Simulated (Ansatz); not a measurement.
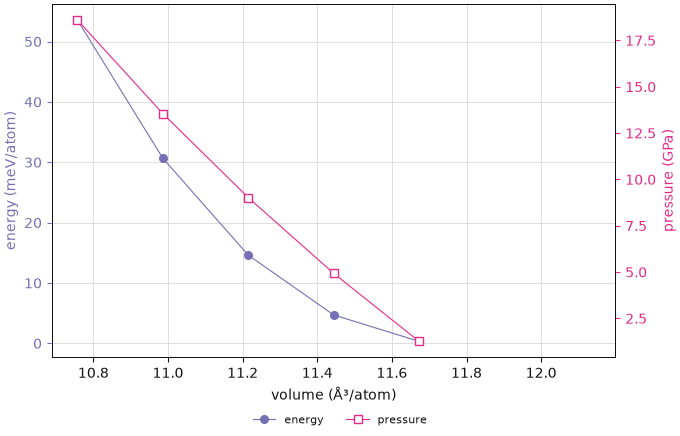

The picture above shows the energy and pressure against volume for GaN, space group F-43m (No. 216).

Cell as given: a = 3.187 Å, b = 3.187 Å, c = 3.187 Å, α = 60.00°, β = 60.00°, γ = 60.00°; 2 atoms.

Method: all-electron LAPW DFT, no spin polarisation; energies at scaled volumes of the given cell, shape and fractions fixed, counted from the fit's minimum, third-order Birch-Murnaghan fit (Ansatz 0.2.0). Level: PBE.

```tsv
setting	value
k mesh	10×10×10
occupations	Fermi–Dirac
smearing width	0.05 eV
potentials	all electron LAPW, scalar relativistic
program settings	basis error eV/atom 0.0005
```

The points at volume 11.90 Å³/atom and 12.13 Å³/atom are left out of the plot. What values does the calculation give there?

```tsv
volume (Å³/atom)	energy (meV/atom)	pressure (GPa)
11.90	0.93	-2.04
12.13	6.02	-5.02
```
